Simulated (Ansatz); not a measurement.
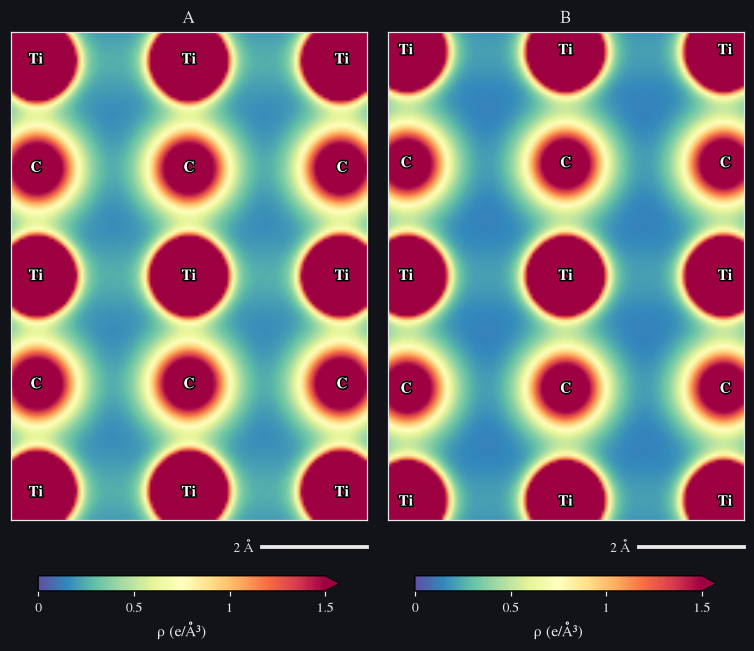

TiC. The valence charge density (pseudo) of two cells that differ in size, on the (11̄0) plane of each (indices in the axes of the calculation cell), at one length scale and on one colour scale: B has 10.0 Å³ an atom and A 8.8.

Space group Fm-3m; a structure from a database of computed crystals, not necessarily the ambient phase; computed without spin polarisation.

These are results of DFT PBEsol, scalar-relativistic, plane waves, PAW in Ansatz, not measurements.

In a PAW calculation such maps are meaningful between the atoms, not at the nuclei.

The larger cell:

```
Ti C
1.0
     0.00000    2.15211    2.15211
     2.15211    0.00000    2.15211
     2.15211    2.15211    0.00000
Ti C
1 1
Direct
  0.00000 0.00000 0.00000
  0.50000 0.50000 0.50000
```

The smaller cell: a = 2.918 Å, b = 2.918 Å, c = 2.918 Å, α = 60.00°, β = 60.00°, γ = 60.00°.

What does the compression do to the bonding and the properties?

From the larger cell to the smaller, Ti–C goes from 2.15 to 2.06 Å, and the density at its midpoint from 0.53 to 0.62 e/Å³; the pressure goes from −2.0 to 40 GPa.
